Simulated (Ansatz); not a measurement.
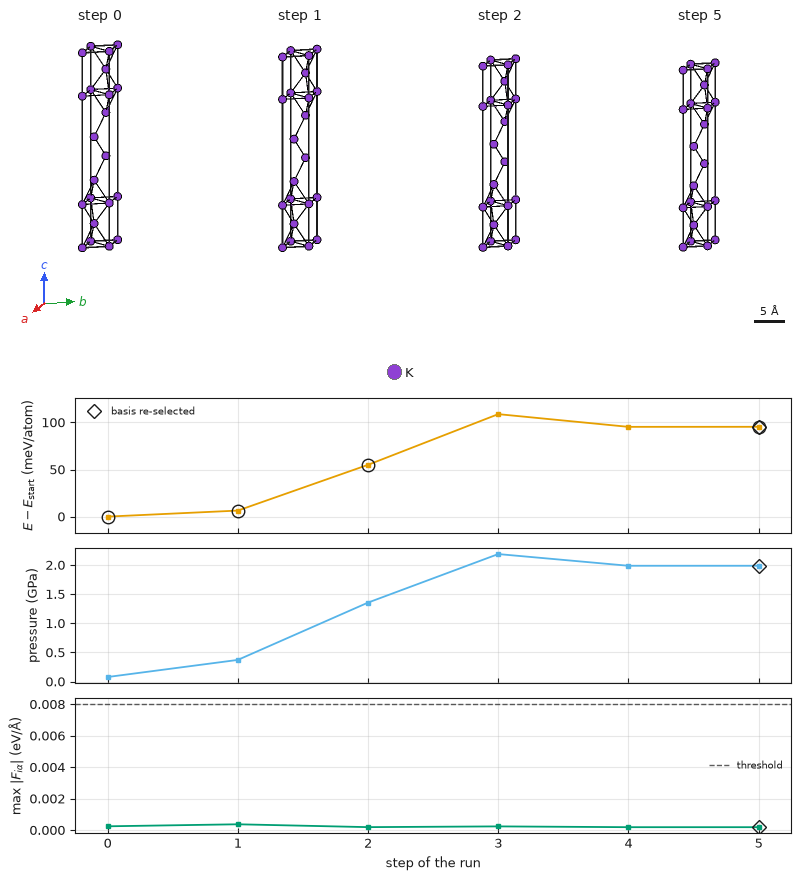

Frames of a relaxation of crystalline K (set up in R-3m), marked on the history of the run. A ball-and-stick model of the conventional cell (3 times the calculation's cell), seen slightly off an axis. Lengths and directions refer to the drawn axes.

Case: relaxed at 2 GPa.

All numbers below come from DFT PBE, scalar-relativistic, plane waves, PAW (Ansatz).

The input:
```yaml
crystal:
  lattice:
    - [2.3446922796, 1.3537087188, 11.4081013781]
    - [-2.3446922796, 1.3537087188, 11.4081013781]
    - [0.0, -2.7074174376, 11.408101378]
  atoms:
    - { symbol: K, position: [0.0, 0.0, 0.0] }
    - { symbol: K, position: [0.7777896043, 0.7777896043, 0.7777896043] }
    - { symbol: K, position: [0.2222103957, 0.2222103957, 0.2222103957] }
basis:
  ecutwfc: 420
kpoints:
  mp_grid: { grid: [12, 12, 12] }
hamiltonian:
  xc: pbe
scf:
  occupations: { method: gaussian, width: 0.1 }
output:
  forces: true
  stress: true
  eigenvalues: true
relax:
  adjacent_minimum: "off"
  f_tol: 0.008
  max_steps: 50
  cell: { stress_tol: 0.08, p_target: 2.0 }
```

Run as
```bash
ansatz run input.yaml --threads 1 --pin off --max-ram 1331MiB --backend cpu --events-out ev --progress --plain --runs-dir out
```

### Describe the path.

Over 4 accepted moves (5 points after the start) the energy rises by 95.4 meV per atom. With the target pressure of 2 GPa, the enthalpy E + pV changes by −132 meV per atom. The largest force component goes from 0.00024 to 0.00019 eV/Å. Pressure: 0.08 GPa at the start and 1.99 GPa at the end. At 1 point the geometry stayed and the basis and grid were re-selected for the new cell (energy shift of 0.1 meV per atom at most each time). No atom moves by more than 0.005 Å relative to the cell. The drawn cell changes as follows: a = b 4.689 → 4.257 Å (−9.2 %), c 34.224 → 31.083 Å (−9.2 %); the volume changes by −25.2 %. Some distances before and after: K1–K1 4.689 → 4.257 Å, K1–K2 4.668 → 4.238 Å. The space group stays R-3m (No. 166). From step 0 to 1: volume −6.5 %, energy +6.4 meV per atom. From step 1 to 2: volume −14.2 %, energy +48.6 meV per atom. From step 2 to 5: volume −6.7 %, energy +40.4 meV per atom.
